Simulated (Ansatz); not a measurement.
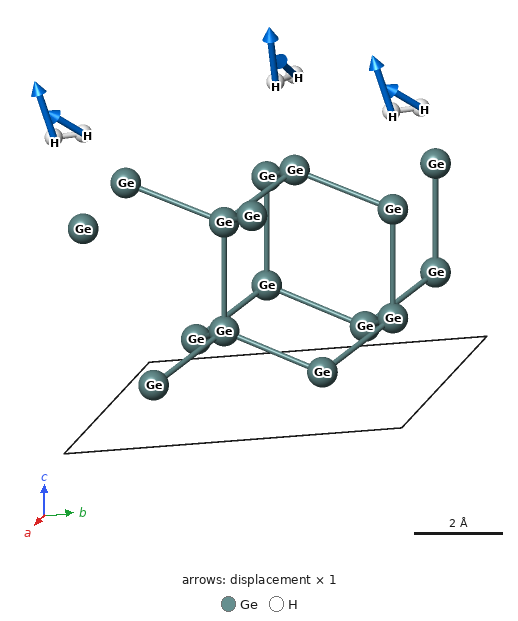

A constrained relaxation of a slab of composition Ge$_{4}$H (cut from the Fd-3m phase). The starting structure is drawn; blue arrows show the displacements, at their true length.

A ball-and-stick model of the cell of the calculation, outlined in the plane, without the vacuum (origin shifted), seen slightly off an axis.

Case: 2 H2 a cell, flat, over a top Ge site. The slab is the (1 1 1) face of Ge with H2 on it. 8 atoms are held fixed.

The calculation used DFT PBE+D3(BJ), scalar-relativistic, plane waves, PAW (Ansatz 0.2.0).

The input:
```yaml
crystal:
  lattice:
    - [8.0601468099, 0.0, 0.0]
    - [-4.0300734049, 6.9802918956, 0.0]
    - [0.0, 0.0, 22.113176445]
  atoms:
    - { symbol: Ge, position: [0.6666666667, 0.3333333333, 0.3617752528] }
    - { symbol: Ge, position: [0.6666666667, 0.8333333333, 0.3617752528] }
    - { symbol: Ge, position: [0.1666666667, 0.3333333333, 0.3617752528] }
    - { symbol: Ge, position: [0.1666666667, 0.8333333333, 0.3617752528] }
    - { symbol: Ge, position: [0.5, 0.5, 0.3989763891] }
    - { symbol: Ge, position: [0.5, 0.0, 0.3989763891] }
    - { symbol: Ge, position: [0.0, 0.5, 0.3989763891] }
    - { symbol: Ge, position: [0.0, 0.0, 0.3989763891] }
    - { symbol: Ge, position: [0.0, 0.5, 0.5161938888] }
    - { symbol: Ge, position: [0.0, 0.0, 0.5161938888] }
    - { symbol: Ge, position: [0.5, 0.5, 0.5161938888] }
    - { symbol: Ge, position: [0.5, 0.0, 0.5161938888] }
    - { symbol: Ge, position: [0.8333333333, 0.6666666667, 0.5514194774] }
    - { symbol: Ge, position: [0.8333333333, 0.1666666667, 0.5514194774] }
    - { symbol: Ge, position: [0.3333333333, 0.6666666667, 0.5514194774] }
    - { symbol: Ge, position: [0.3333333333, 0.1666666667, 0.5514194774] }
    - { symbol: H, position: [0.8333333333, 0.6666666667, 0.6540732054] }
    - { symbol: H, position: [0.8513463042, 0.5839399838, 0.6540732054] }
    - { symbol: H, position: [1.3333333333, 1.1666666667, 0.6540732054] }
    - { symbol: H, position: [1.3999240356, 1.126937479, 0.6540732054] }
basis:
  ecutwfc: 420
kpoints:
  mp_grid: { grid: [3, 3, 1] }
hamiltonian:
  xc: pbe
  dispersion: d3bj
scf:
  occupations: { method: gaussian, width: 0.1 }
output:
  forces: true
  eigenvalues: true
  write_density: true
  write_potential: true
  elf: true
  volumetric_format: npy
relax:
  adjacent_minimum: "off"
  f_tol: 0.04
  max_steps: 100
  constraints: [{ sites: [0, 1, 2, 3, 4, 5, 6, 7] }]
efield:
  axis: 3
  dipole_correction: true
  ramp_width: 0.04
```

Launched with:
```bash
ansatz run input.yaml --threads 4 --pin off --max-ram 10240MiB --backend cpu --events-out ev --progress --plain --runs-dir out
```

**Which element moves most?**

Hydrogen: up to 1.43 Å, against 0.07 Å for germanium.

**What happened in the run?**

The largest moves, 1.43 Å, are those of H18 and H20. H20 goes at 13° to the normal (+c side). By element the largest moves are H 1.43 Å, Ge 0.07 Å. The cell doesn't change. Near-neighbour distances that change, for instance: Ge5–Ge11 2.592 → 2.599 Å. After 14 accepted moves (21 points after the start) the energy has fallen by 0.709 eV per cell of the calculation. Largest force component: 0.91 eV/Å at the start, 0.021 eV/Å at the end. The line search rejected the trial steps at points 8, 14, 15, 16 of the run. 3 steps only repeated the SCF at the same geometry. The forces were under the threshold at step 6, but the run went on from there. Cost: 10 min on 4 threads of Arm Neoverse V2, on a shared host, peak memory 3.4 GiB.

Limits of the set-up: the periodic images lie only 8.1 Å apart, so the values are limited by the cell's size.
